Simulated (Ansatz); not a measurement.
# Nb: single-point calculation

Nb (Im-3m, 2 atoms in the cell), computed with DFT, PBEsol, PAW with Ansatz's default frozen-core files, scalar-relativistic, no spin polarisation (Ansatz 0.2.0).

It belongs to a series of runs on one base structure; here: bulk in the slab's orientation, PAW files. Figures and captions count atoms from 1; the log counts them from 0 in places.

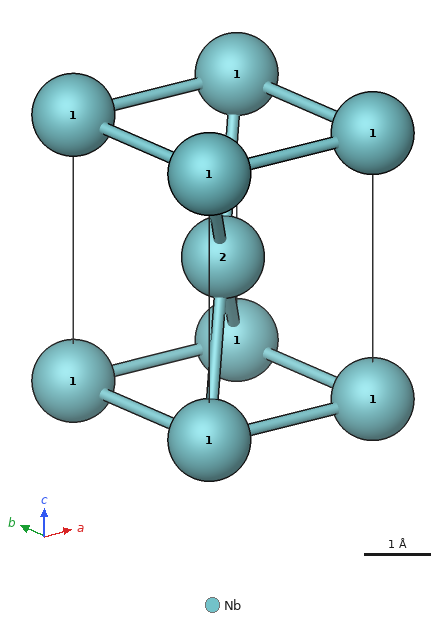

*The input geometry (ball-and-stick view of the cell of the calculation, seen at an oblique angle; atoms are numbered from 1 in the order of the input).*

Near neighbours in the crystal (not all of them lie inside the picture): Nb has 8 Nb at 2.83 Å.

Summary

| quantity | value |
| --- | --- |
| outcome | converged |
| space group (tolerance 0.01 Å) | Im-3m (229) |
| electrons treated | 26 |
| free energy | −8990.9610 eV |
| Fermi energy | 18.198 eV |
| pressure | −0.18 GPa |
| largest force (length of the vector) | under 0.001 eV/Å |
| hardware | 2 threads of Arm Neoverse V2, 24 GiB of memory available, shared host |
| wall time | 2.8 s (CPU time 5.3 s) |
| peak memory | 0.36 GiB |

Input file
```yaml
crystal:
  lattice:
    - [-1.6367665204, 1.6367665204, 1.6367665204]
    - [1.6367665204, -1.6367665204, 1.6367665204]
    - [3.2735330409, 3.2735330409, 0.0]
  atoms:
    - { symbol: Nb, position: [0.0, 0.0, 0.0] }
    - { symbol: Nb, position: [0.5, 0.5, 0.5] }
kpoints:
  mp_grid: { grid: [12, 12, 7] }
scf:
  occupations: { method: fermi_dirac, width: 0.1 }
hamiltonian:
  xc: pbesol
  pseudopotentials: { kind: paw }
output:
  forces: true
  stress: true
  eigenvalues: true
  write_density: true
  write_potential: true
  elf: true
  volumetric_format: npy
```

Run as:
```bash
ansatz run input.yaml --threads 2 --pin off --max-ram 4096MiB --backend cpu --events-out ev --progress --plain --runs-dir out
```

What the program printed
```
Engine: ansatz 0.2.0, aarch64-unknown-linux-gnu
Pseudopotentials: kind: paw
Pseudopotential: Nb, paw, valence charge 13, recommended cutoff 420 eV (normal), Nb.paw.azcp
Functional definition: PBEsol
  exchange = pbesol_x
  correlation = pbesol_c
Crystal: 2 atoms, lattice volume = 35.079 Å³
Basis set: ecut = 420 eV, 661 PW (Γ), exchange–correlation on 40×40×64 points (8 copies of the dense FFT grid, shifted against one another)
Bands: 17, of which v1, the nominal top of the filled ones, is band 13 counted from 1 (12 counted from 0)
Symmetry: 16 space group operations
Space group: Im-3m (ITA 229), of the structure as read, at distance tolerance 3.3e-5 Å
k-points: 172 of 1008
Non-local potential: Nb, projectors of the file, l = 0: 3, l = 1: 2, l = 2: 2, l = 3: 1
PAW form: soft (Blöchl's): semilocal exchange-correlation on the pseudo side does not see the compensation charge
PAW frozen core: Nb, regenerated for the run's functional, and the local potential with it (the file was generated under x = pbe(κ = 0.804, μ = 0.2195149727645171), c = pbe(β = 0.06672455060314922))
PAW one-centre angular grid: Nb, 590 points (default); XC on 64 Gauss nodes
Initial density: superposition of atomic densities (neutral atoms: chi_scale 0, normalization atom), corrected by the library's trained network
Initial wavefunctions: pseudopotential atomic-orbital guess
Functional: x = pbesol(κ = 0.804, μ = 0.12345679012345678), c = pbesol(β = 0.046)
SCF iter   1: F=—  HF=-8990.964769 eV  |F-HF|=—  |Δ(HF+E_count)|=         —  Δρ=5.99e-3  dr2=1.06e-2  ethr=1.77e-3  ⟨swp⟩=5.1  Hψ=12692  notcnv=0
preconditioner: auto → none  [metal: Δε(μ)=0.007 eV  Ē_g=4.376 eV  σ=0.100 eV  W_gap=0.02  n_scr=6 (ndim 8)  ℏωp=19.8 eV  f_vac=0.000  D(μ)=2.71/eV (n_scr^D=30)  sad-step TF]
SCF iter   2: F=—  HF=-8990.962040 eV  |F-HF|=—  |Δ(HF+E_count)|=   2.73e-3  Δρ=3.27e-3  dr2=3.09e-3  ethr=4.07e-5  ⟨swp⟩=1.7  Hψ=4974  notcnv=0
SCF iter   3: F=—  HF=-8990.960981 eV  |F-HF|=—  |Δ(HF+E_count)|=   1.06e-3  Δρ=2.78e-4  dr2=2.86e-5  ethr=1.19e-5  ⟨swp⟩=2.1  Hψ=3959  notcnv=0
SCF iter   4: F=—  HF=-8990.960979 eV  |F-HF|=—  |Δ(HF+E_count)|=   2.25e-6  Δρ=5.31e-5  dr2=4.11e-7  ethr=1.10e-7  ⟨swp⟩=2.2  Hψ=5057  notcnv=0
iter 5 did not close the SCF: its close was put off for the readings that it lacked (scf_convergence_deferred on its scf_iter line)
SCF iter   5: F=-8990.960979 eV  HF=-8990.960979 eV  |F-HF|=3.01e-8  |Δ(HF+E_count)|=   1.12e-7  Δρ=1.26e-5  dr2=4.24e-8  ethr=1.58e-9  ⟨swp⟩=2.4  Hψ=4581  notcnv=0
SCF iter   6: F=-8990.960979 eV  HF=-8990.960979 eV  |F-HF|=2.96e-9  |Δ(HF+E_count)|=   1.42e-8  Δρ=4.01e-6  dr2=3.89e-9  ethr=1.63e-10  ⟨swp⟩=4.3  Hψ=15537  notcnv=0
SCF 1 converged in 6 iterations: F = -8990.960979 eV  dr2 = 3.89e-9
  greatest PAW one-centre occupation: 0.998 electrons in one spin orbital (limit 2), on the Nb atom at site 1 (counted from 0), in its partial waves of l = 0
SCF converged after 6 iterations
Free energy (F): -8990.960979 eV
Harris-Foulkes:  -8990.960979 eV  (|F-HF|=2.96e-9)
Internal energy: -8990.870706 eV  (E = F + TS)
E sigma→0 (E₀):  -8990.915842 eV
Entropy (-TS):   -0.090273 eV (-45.136 meV/atom)
Fermi energy:    18.198399 eV
--- Per-component energies (eV) ---
  E_band       = -122.415712
  E_kinetic    = 792.144449
  E_local      = -1358.307671  (includes V_loc(G=0)·N_el)
  E_nonlocal   = 243.677067
  E_hartree    = 422.116387
  E_xc         = -349.692412
  E_vxc        = -425.984330  (∫ρ·V_xc dr)
  E_paw        = -6035.784675  (= ΣΔE_a)
  E_vpaw       = -218.175675  (= ΣTr[D̂ρ^β])
  E_aug_tail   = 0.000012  (compensation charges beyond the density's cutoff)
  E_ewald      = -2705.401281
  E_core_change = 0.377418  (= ΣΔE_core)
  E_smearing   = -0.090273  (= −TS)
  E_closure    = 0.000000  (closes the sum)
  Σ components = -8990.960979   (vs F -8990.960979, Δ=0.00e0)
--- Forces (eV/Å), atoms counted from 1 ---
  atom   1  Nb     0.00000000     0.00000000     0.00000000
  atom   2  Nb     0.00000000     0.00000000     0.00000000
  max |Σ_I F_I| component: 7.49e-30 eV/Å
--- Stress (GPa, compression-positive) ---
       -0.091294      -0.046267       0.000000
       -0.046267      -0.091294      -0.000000
        0.000000      -0.000000      -0.369622
  P = ⅓ Tr σ = -0.1841 GPa (-1.841 kbar)
--- Band table (eV; the first three rows and the last of 172) ---
  k-point 0: bands = ["-36.0149", "-35.7376", "-12.7765", "-11.7534", "-11.2992", "-11.2884", "-11.2864", "-11.2837", "12.2091", "14.3479", "16.4484", "18.5457", "18.5487", "18.5514", "20.6163", "21.5463", "21.5467"]
  k-point 1: bands = ["-36.0015", "-35.7517", "-12.7081", "-11.7312", "-11.3683", "-11.3106", "-11.2984", "-11.2844", "12.4262", "14.4163", "16.5312", "18.4162", "18.5149", "18.7553", "20.0430", "21.3403", "21.5468"]
  k-point 2: bands = ["-35.9638", "-35.7910", "-12.5138", "-11.6685", "-11.5882", "-11.3775", "-11.2961", "-11.2865", "13.0251", "14.5385", "16.7718", "18.0617", "18.3598", "18.9843", "19.3711", "21.0003", "21.4675"]
  k-point 171: bands = ["-35.6637", "-35.6208", "-12.5922", "-12.4867", "-12.0942", "-11.9726", "-11.9298", "-11.7081", "15.2025", "15.3110", "15.8161", "16.9140", "18.3677", "19.7542", "19.8440", "20.3667", "24.3194"]
```

File rho_z.tsv
```
# z_ang	rho[e/angstrom^3]
# format = ansatz-planar-average/11
# lattice	-1.636766520	1.636766520	1.636766520
# lattice	1.636766520	-1.636766520	1.636766520
# lattice	3.273533041	3.273533041	0.000000000
# sites	2
# site	41	0.000000000	0.000000000	0.000000000
# site	41	1.636766520	1.636766520	1.636766520
0.000000	1.312040e0
0.144671	1.273411e0
0.289342	1.146101e0
0.434013	9.315830e-1
0.578684	6.835844e-1
0.723355	4.758207e-1
0.868027	3.454724e-1
1.012698	2.839017e-1
1.157369	2.670764e-1
1.302040	2.839017e-1
1.446711	3.454724e-1
1.591382	4.758207e-1
1.736053	6.835844e-1
1.880724	9.315830e-1
2.025395	1.146101e0
2.170066	1.273411e0
2.314737	1.312040e0
2.459408	1.273411e0
2.604080	1.146101e0
2.748751	9.315830e-1
2.893422	6.835844e-1
3.038093	4.758207e-1
3.182764	3.454724e-1
3.327435	2.839017e-1
3.472106	2.670764e-1
3.616777	2.839017e-1
3.761448	3.454724e-1
3.906119	4.758207e-1
4.050790	6.835844e-1
4.195462	9.315830e-1
4.340133	1.146101e0
4.484804	1.273411e0
```

File v_z.tsv
```
# z_ang	v_es[eV]	v_tot[eV]
# format = ansatz-planar-average/11
# xc	pbesol
# density_cutoff_ev	1680
# datasets	Nb=:simpson_from_first_knot:soft:shift=-741135
# lattice	-1.636766520	1.636766520	1.636766520
# lattice	1.636766520	-1.636766520	1.636766520
# lattice	3.273533041	3.273533041	0.000000000
# sites	2
# site	41	0.000000000	0.000000000	0.000000000
# site	41	1.636766520	1.636766520	1.636766520
0.000000	-3.734301e0	-1.865863e1
0.144671	-2.869334e0	-1.764631e1
0.289342	-4.211220e-1	-1.474772e1
0.434013	3.202217e0	-1.039800e1
0.578684	7.393260e0	-5.307456e0
0.723355	1.140914e1	-3.891150e-1
0.868027	1.454305e1	3.475181e0
1.012698	1.638399e1	5.740871e0
1.157369	1.695209e1	6.429639e0
1.302040	1.638399e1	5.740871e0
1.446711	1.454305e1	3.475181e0
1.591382	1.140914e1	-3.891150e-1
1.736053	7.393260e0	-5.307456e0
1.880724	3.202217e0	-1.039800e1
2.025395	-4.211220e-1	-1.474772e1
2.170066	-2.869334e0	-1.764631e1
2.314737	-3.734301e0	-1.865863e1
2.459408	-2.869334e0	-1.764631e1
2.604080	-4.211220e-1	-1.474772e1
2.748751	3.202217e0	-1.039800e1
2.893422	7.393260e0	-5.307456e0
3.038093	1.140914e1	-3.891150e-1
3.182764	1.454305e1	3.475181e0
3.327435	1.638399e1	5.740871e0
3.472106	1.695209e1	6.429639e0
3.616777	1.638399e1	5.740871e0
3.761448	1.454305e1	3.475181e0
3.906119	1.140914e1	-3.891150e-1
4.050790	7.393260e0	-5.307456e0
4.195462	3.202217e0	-1.039800e1
4.340133	-4.211220e-1	-1.474772e1
4.484804	-2.869334e0	-1.764631e1
```

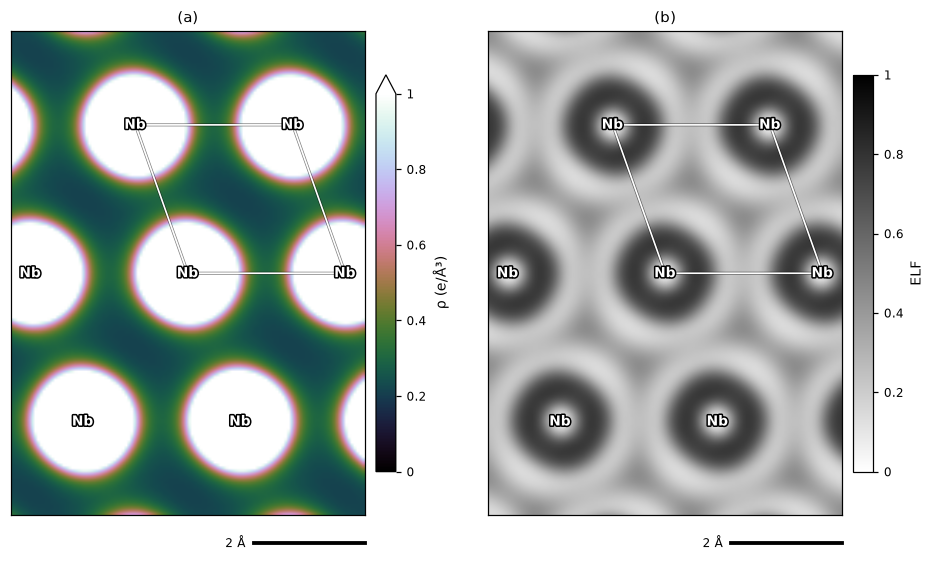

*(a) valence charge density (pseudo); (b) electron localisation function on the (001) plane of the calculation cell.*

Atoms in the plane: Nb. Nb–Nb (2.83 Å): ρ is about 0.3 e/Å³ halfway; the ELF is about 0.25 at the midpoint; no localised pair between them. Away from the nuclei the density in this plane falls to 0.21 e/Å³ at its lowest. The strong features right at Nb lie inside the PAW spheres (semicore, d or f shells) and say nothing about bonding. Core electrons are frozen (PAW), so the fields are smoothed inside the atomic spheres.

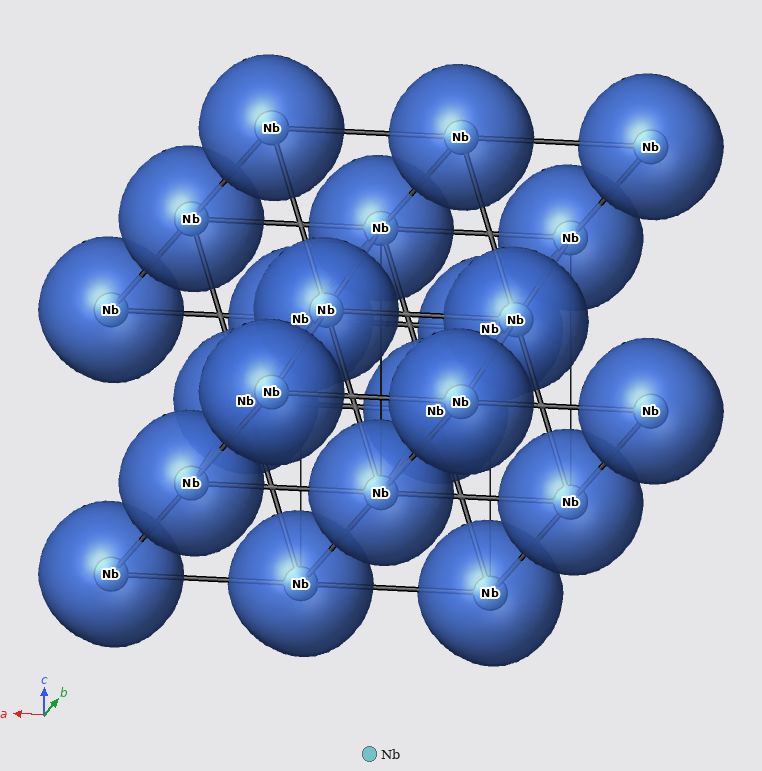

*Isosurface of the valence electron density at 0.5 e/Å³ (blue), seen at an oblique angle. Sticks mark near contacts. The outline is the calculation cell.*

At this value the density breaks into separate islands; it holds about 75 % of the electrons treated as valence (semicore included). It is pinched off along the Nb–Nb (2.83 Å) contacts. On the grid the lowest density along these lines, outside the cores, is 0.3 e/Å³ (Nb–Nb, 2.83 Å).

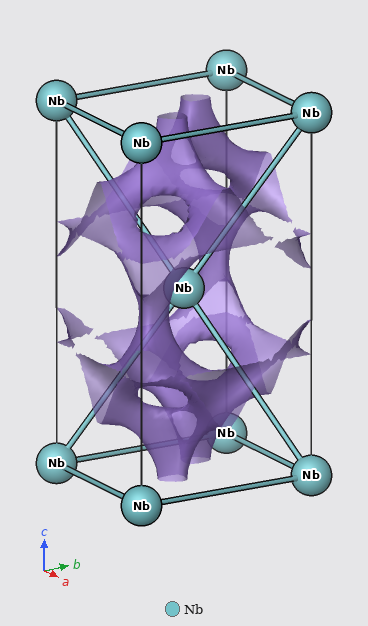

*Isosurface of the ELF at 0.4 (purple), seen slightly off an axis. Only the valence region is drawn (cores and ρ < 0.01 e/Å³ removed). Sticks mark near contacts. The outline is the calculation cell.*

Along the contacts the grid gives the following. Nb–Nb (2.83 Å): the ELF is about 0.25 at the midpoint (no shared electron pair).
